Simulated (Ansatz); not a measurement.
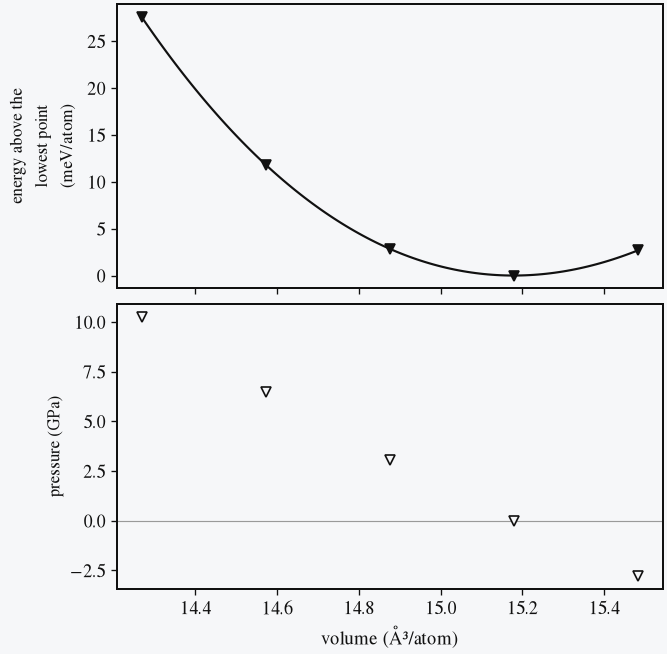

Plotted: energy above the lowest point and pressure against volume for Mn, space group Fd-3m (No. 227) (one of a set of cubic test structures, which need not be the stable phase).

How it was computed, with Ansatz 0.2.0 development build: equation of state of a cubic crystal from periodic Kohn-Sham density functional theory without spin, third-order Birch-Murnaghan fit to the free energies; pressure corrected for the finite basis. Level: PBE.

structure type diamond; atoms in cell 2; space group number 227; lattice centring face-centred primitive; k mesh 19×19×19; occupation method Fermi–Dirac; occupation width 0.06123 eV; wave cutoff 420 eV; datasets soft-1 PAW; density tolerance 1e−07 eV; bands 19; density cutoff ratio 4; search for lower states default.

**What equilibrium volume and bulk modulus follow from the curve?**

A third-order Birch–Murnaghan fit gives V0 = 15.18 Å³/atom, B0 = 146 GPa and B′ = 4.1.

**How does the pressure vary with volume?**

It falls from 10.2 GPa at volume 14.27 Å³/atom to −2.8 GPa at 15.48 Å³/atom, and changes sign near 15.18 Å³/atom.

Note: cubic model structure, not the ambient form; no spin polarisation, a magnetic state may lie lower.
